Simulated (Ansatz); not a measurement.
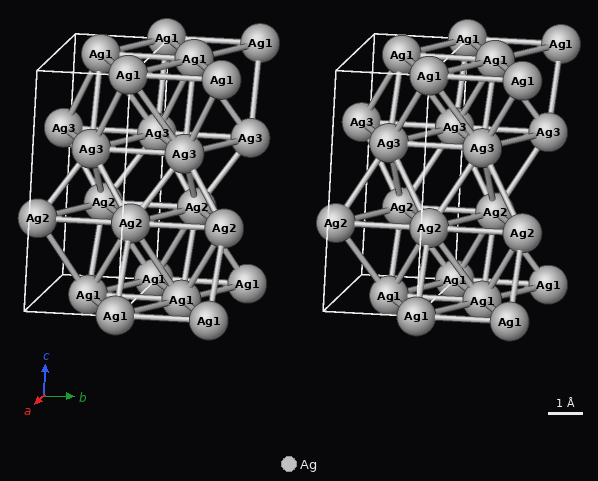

Two geometries of crystalline Ag (set up in P1), drawn at one scale. One is the start of a relaxation, the other its converged end. The picture is a ball-and-stick view of the larger cell on standard axes (2 times the calculation's cell), repeated 1 × 2 × 1 with one cell outlined, seen slightly off an axis.

Computed with DFT PBEsol, scalar-relativistic, plane waves, PAW (Ansatz). Set-up: plane-wave cutoff 420 eV; k-point mesh 12 × 12 × 12; occupations gaussian; smearing width 0.15 eV; no spin polarisation; atoms relaxed in a fixed cell; force threshold 0.01 eV/Å; at most 80 steps.

Which of the two is the end point?

Answer. The right one is the relaxed one. Case: all atoms moved at random, sigma 0.1 Å for each component; relaxed back. Over 2 accepted moves (3 points after the start) the energy falls by 109 meV per atom. Largest force component: 2.3 eV/Å at the start, 0.0083 eV/Å at the end. 1 step only repeated the SCF at the same geometry. The atom that moves furthest is Ag3 (0.18 Å along [1 −1 2]). The cell stays as it was. Some distances before and after: Ag2–Ag3 2.594 → 2.867 Å, Ag2–Ag3 (another image) 2.617 → 2.873 Å, Ag1–Ag3 3.076 → 2.865 Å, Ag1–Ag3 (another image) 3.025 → 2.861 Å. Within 0.06 Å the space group is P1 at the start and R-3m at the end; at a tighter tolerance small leftover displacements or strains of the cell lower it. The run took 2 min on 2 threads of Intel(R) Xeon(R) 6975P-C (Granite Rapids), on a shared host, peak memory 1.3 GiB.
